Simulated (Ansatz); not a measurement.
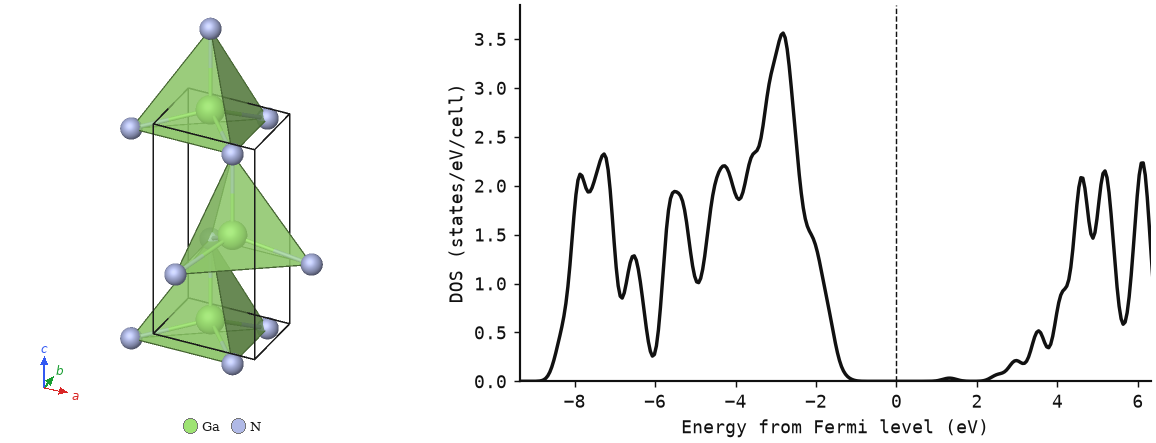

What does this figure show?

Density of states of GaN, space group P6_3mc, 4 atoms in the cell, wurtzite type, epitaxial (xy) strain +4.0%, beside the structure. Ansatz; DFT, HSE06, plane waves, PAW, no spin polarisation, 6×6×4 k mesh, 420 eV cutoff. Energies are counted from the Fermi level, put mid-gap where there is a gap. The curve is built from the levels of the k mesh with Gaussians 0.4 eV wide, which also blur the band edges.

There is a gap; over the k points computed it is 2.63 eV (direct among those points). The upper group of valence states starts about 7.1 eV under the valence-band top (which lies at −1.3 eV on this axis), with a gap beneath it; it holds about 12 electrons a cell. Within the window shown, the tallest peak of the filled states lies 1.5 eV under the valence-band top, at about 3.6 states per eV and cell.

The cell is at −10 GPa in this functional.
